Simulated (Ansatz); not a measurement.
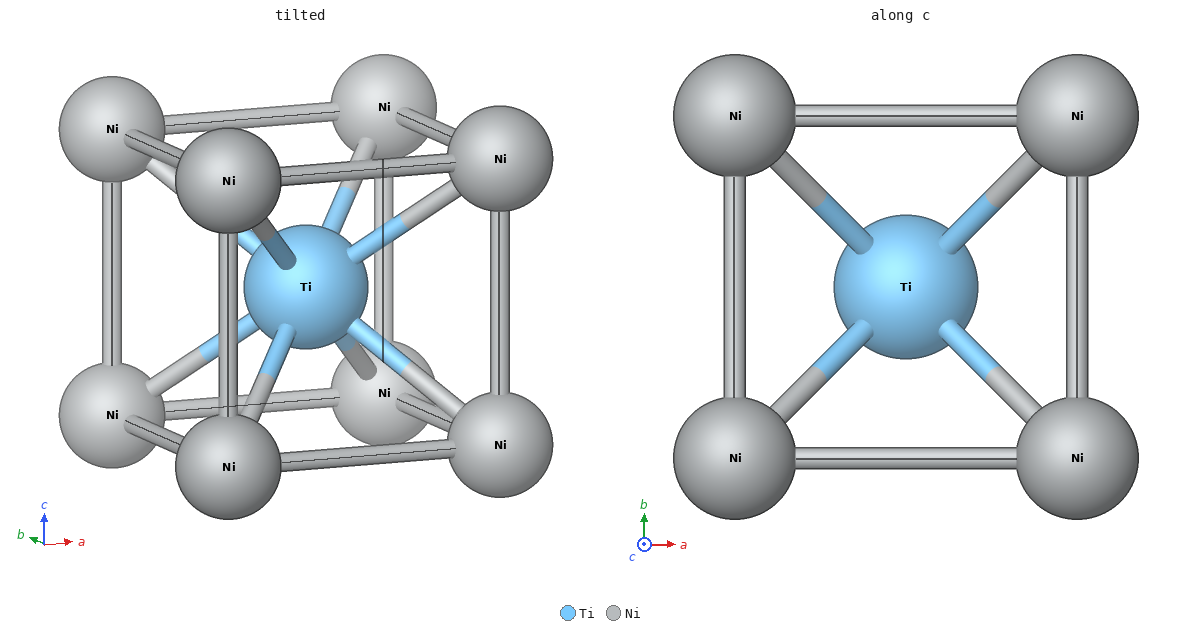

Ball-and-stick model, viewed slightly off an axis and along the c axis. The unit cell is drawn as a box. Cell: a = 3.00 Å, b = 3.00 Å, c = 2.96 Å, α = 90.00°, β = 90.00°, γ = 90.00°.

Provenance: a structure listed in the Materials Project. Earlier steps of the study may have refined or changed the cell and positions. An electronic-structure calculation with Ansatz was run on it.

**What structure is drawn here?**

The structure is one of TiNi. Strictly the space group is P4/mmm (No. 123, within 0.01 Å). It is a distorted form of a primitive cubic structure, space group Pm-3m (No. 221) within 0.25 Å: caesium chloride (CsCl, B2) type. With Z = 1, the cell contains 1 Ti, 1 Ni.

The calculation: DFT r2SCAN, scalar-relativistic, plane waves, PAW in Ansatz, with wavefunction cutoff 500 eV, a 16×16×12 mesh of k-points, Gaussian smearing of 0.1 eV, no spin polarisation (a spin-restricted run, not always the ground state).

**What is the band gap, if any?**

A metal: bands cross the Fermi level.

**What net charge does each kind of atom have (Bader)?**

Ti +1.33 e; Ni -1.33 e.

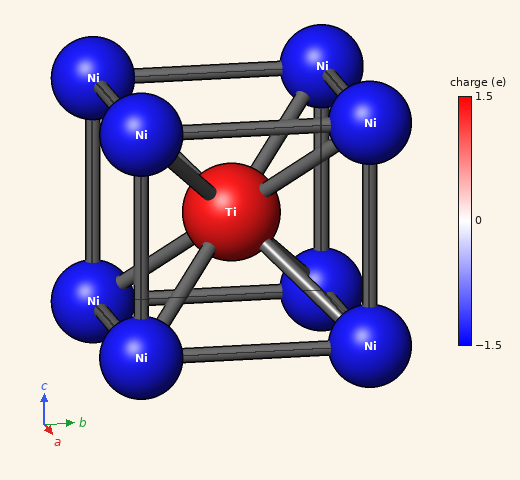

The atoms coloured by those charges. The run's cell of 2 atoms is drawn.

**Is this an equilibrium geometry for the method given?**

Yes. All forces vanish to within 0.01 eV/Å. The pressure is 0.0 GPa, close to zero.
